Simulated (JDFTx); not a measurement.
## NiO: 7 runs along one coordinate

System: NiO (Fm-3m, 2 atoms in the cell).
Method: Kohn-Sham DFT of a periodic cell, PBE, PseudoDojo-SR-PBE-0.5-standard, spin-polarised (JDFTx 1.7.0 (patched build)).

The 7 runs differ only in the geometry, by an even scaling of the cell at fixed fractional positions. The structure derives from an entry of the Crystallography Open Database.

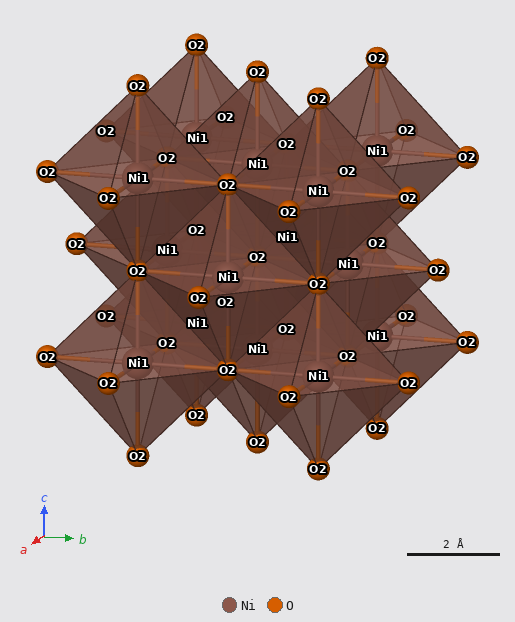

Figure 1. The structure of run 4 (polyhedral view of the cell 4 times as large as that of the calculation, set on its symmetry axes, seen slightly off an axis; polyhedra are completed across the faces of the cell; atoms are numbered from 1 in the order of the input).

**Input of run 4**
```
lattice \
    0.0000000000     3.9417828252     3.9417828252 \
    3.9417828252     0.0000000000     3.9417828252 \
    3.9417828252     3.9417828252     0.0000000000
coords-type Lattice
ion Ni     0.0000000000     0.0000000000     0.0000000000 1
ion O      0.5000000000     0.5000000000     0.5000000000 1

ion-species pseudo/Ni.upf
ion-species pseudo/O.upf
elec-cutoff 49 392
elec-ex-corr gga-PBE
kpoint-folding 11 11 11
elec-smearing Fermi 0.0018374661
elec-n-bands 19
spintype z-spin
initial-magnetic-moments Ni 1
elec-initial-magnetization 1 no
electronic-SCF nIterations 100 energyDiffThreshold 1e-09
electronic-minimize nIterations 30 energyDiffThreshold 1e-7
forces-output-coords Cartesian

dump-name run.$VAR
dump End Ecomponents EigStats BandEigs Kpoints Forces Stress
```

Command:
```bash
jdftx -c 1 -i NiO.in -o NiO.out
```

Lattice vectors (Å) and fractional positions of run 4:
```
   0.000000    2.085902    2.085902
   2.085902    0.000000    2.085902
   2.085902    2.085902    0.000000
Ni  0.000000  0.000000  0.000000
O   0.500000  0.500000  0.500000
```

Run 5 differs from it as follows:
```diff
-    0.0000000000     3.9417828252     3.9417828252 \
-    3.9417828252     0.0000000000     3.9417828252 \
-    3.9417828252     3.9417828252     0.0000000000
+    0.0000000000     3.9678881079     3.9678881079 \
+    3.9678881079     0.0000000000     3.9678881079 \
+    3.9678881079     3.9678881079     0.0000000000
```

**Results, with one run withheld**

| run | volume per atom (Å³) | free energy per atom, from the lowest run given (meV) | pressure (GPa) |
| --- | --- | --- | --- |
| 1 | 8.531 | 47.52 | 18.98 |
| 2 | 8.713 | 28.56 | 14.46 |
| 3 | 8.894 | 14.60 | 10.11 |
| 4 | 9.076 | 5.42 | 6.03 |
| 5 | 9.257 | ? | ? |
| 6 | 9.439 | 0.00 | −1.11 |
| 7 | 9.620 | 2.99 | −4.23 |

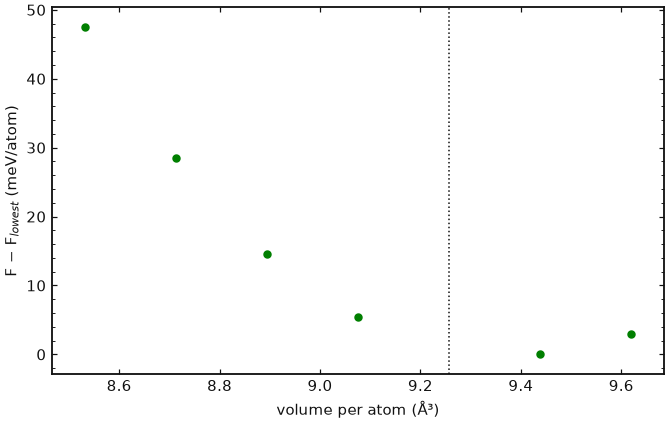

Figure 2. Free energy per atom of the runs given; the dotted line marks run 5.

Fit the runs given and predict run 5.

A cubic polynomial in V^(−2/3) (the Birch–Murnaghan form), fitted to the 6 runs given, misses them by at most 0.06 meV per atom. With x = V^(−2/3) − 0.23057 Å⁻², it reads F = 7.2391 + 2584 x + 2.1991e+05 x² − 5.7152e+05 x³ (meV per atom). At run 5 it gives 0.67 meV per atom, and the run itself gives 0.69. The slope of the fit gives a pressure −dF/dV of 2.39 GPa there, and the run prints 2.28 GPa. The two needn't agree exactly: the fit is approximate, and the printed stress is taken on a finite basis. The fit has its minimum at 9.381 Å³ per atom, where V d²F/dV² gives 176 GPa: the bulk modulus at this level, since symmetry fixes the shape and the positions.

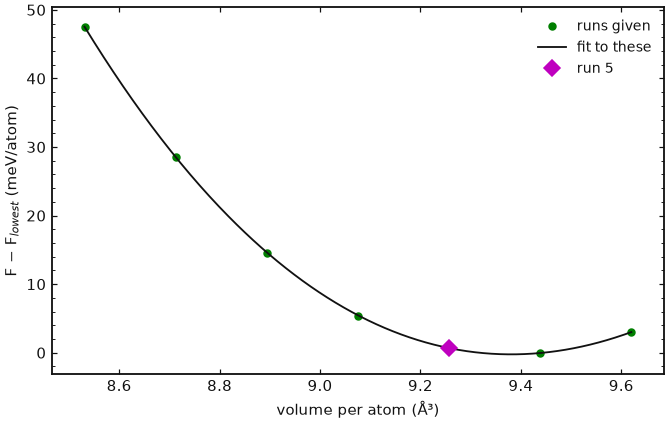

Figure 3. The fit and the withheld run.

**Some lines of the output (run 5)**
```
[...]
unit cell volume = 124.942
     Etot =     -180.1245157203019289
        F =     -180.1247697259897507
	HOMO-LUMO gap: +0.001176
	Optical gap  : +0.009793 at state 11 ( [ +0.000000 +0.090909 -0.454545 ] spin 1 )
```
